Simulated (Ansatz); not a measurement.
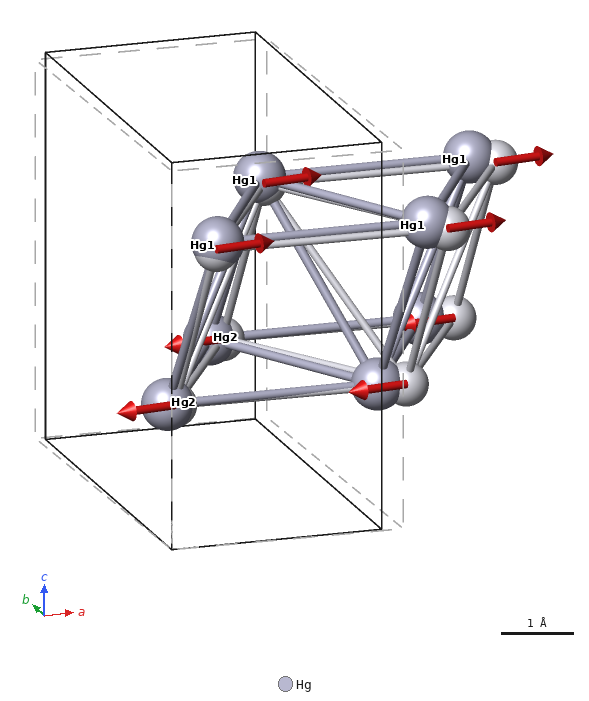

A symmetric starting cell of Hg, drawn pale, and a changed version of it, drawn solid. The red arrows show how the atoms are displaced (without the part that the change of the cell carries along), magnified 10 times. Besides, the cell is strained by +2.2 % along c, −1.2 % along [1 2 0], −9.2 % roughly along a (volume −8.3 %). A ball-and-stick model of the conventional cell (2 times the calculation's cell), repeated 2 × 1 × 1 with one cell outlined, seen slightly off an axis. Lengths and directions refer to the drawn axes.

Method: Ansatz, DFT PBE, scalar-relativistic, plane waves, PAW. (plane-wave cutoff 420 eV; k-point mesh 12 × 8 × 12; occupations gaussian; smearing width 0.05 eV; no spin polarisation)

**Describe the displacements and the computed response.**

Atoms are displaced by 0.09 Å relative to the cell: Hg2 0.09 Å roughly along −a. No relaxation follows. The starting cell wasn't computed here and needn't be at equilibrium, so pressure and forces aren't due to the change alone. The pressure is 2.1 GPa (not all of it need come from the change, since the unchanged cell can be under pressure at this level too). The principal stresses (compression positive) are 2.8 GPa roughly along a, 2.2 GPa along [1 2 0], 1.2 GPa along c. The largest forces, 0.025 eV/Å, act on Hg1 and Hg2. Some distances before and after: Hg–Hg 3.413 → 3.116 Å, Hg–Hg 3.472 → 3.298 to 3.417 Å, Hg–Hg 3.446 → 3.326 to 3.540 Å, Hg–Hg 3.308 → 3.329 Å. The space group stays P2_1/m (No. 11).
